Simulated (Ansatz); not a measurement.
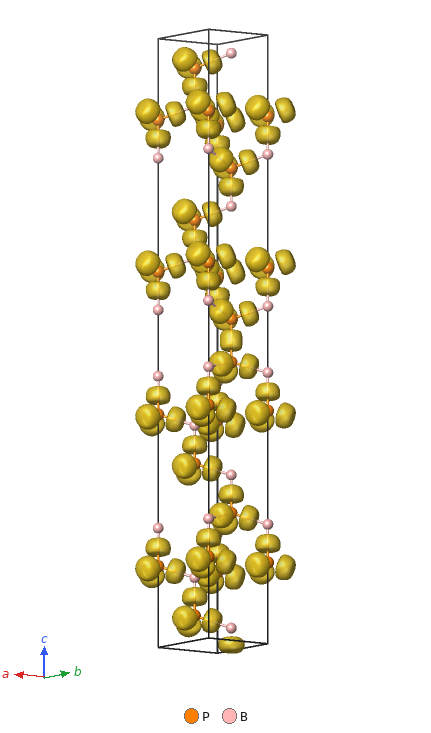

BP (interface cell). Isosurface of the ELF at 0.75 (yellow), seen at an oblique angle. Only the valence region is drawn (cores and ρ < 0.01 e/Å³ removed). Sticks mark near contacts.

Computed with Ansatz, DFT PBE, scalar-relativistic, plane waves, PAW.

In a PAW calculation such maps are meaningful between the atoms, not at the nuclei.

```cif
data_structure
_symmetry_space_group_name_H-M 'P 1'
_symmetry_Int_Tables_number 1
_cell_length_a 3.2161
_cell_length_b 3.2161
_cell_length_c 31.5224
_cell_angle_alpha 90.000
_cell_angle_beta 90.000
_cell_angle_gamma 120.000
_cell_volume 282.37
loop_
_atom_site_label
_atom_site_type_symbol
_atom_site_fract_x
_atom_site_fract_y
_atom_site_fract_z
_atom_site_occupancy
P1 P 0.66667 0.33333 0.05037 1
B1 B 0.33333 0.66667 0.02769 1
B2 B 0.66667 0.33333 0.11263 1
P2 P 0.00000 0.00000 0.13344 1
B3 B 0.00000 0.00000 0.19603 1
P3 P 0.66667 0.33333 0.29984 1
P4 P 0.33333 0.66667 0.21665 1
B4 B 0.33333 0.66667 0.27928 1
B5 B 0.66667 0.33333 0.36250 1
P5 P 0.00000 0.00000 0.38278 1
B6 B 0.00000 0.00000 0.44554 1
P6 P 0.33333 0.66667 0.46455 1
P7 P 0.66667 0.33333 0.94963 1
B7 B 0.33333 0.66667 0.97231 1
B8 B 0.66667 0.33333 0.88737 1
P8 P 0.00000 0.00000 0.86656 1
B9 B 0.00000 0.00000 0.80397 1
P9 P 0.66667 0.33333 0.70016 1
P10 P 0.33333 0.66667 0.78335 1
B10 B 0.33333 0.66667 0.72072 1
B11 B 0.66667 0.33333 0.63750 1
P11 P 0.00000 0.00000 0.61722 1
B12 B 0.00000 0.00000 0.55446 1
P12 P 0.33333 0.66667 0.53545 1
```

**What do the ELF domains correspond to?**

At this value the surface marks out one region between bonded B–B atoms, 46 regions between bonded B–P atoms and one region between bonded P–P atoms, counted in one cell of 24 atoms. Any copies at cell faces, edges or corners count once. Profiles from the grid: B–B (1.75 Å): the ELF peaks at about 0.95 between the atoms. B–P (1.95 Å): the ELF peaks at about 0.95 between the atoms.

**Does the calculation give a band gap?**

It is gapless in this calculation (a metal or semimetal).
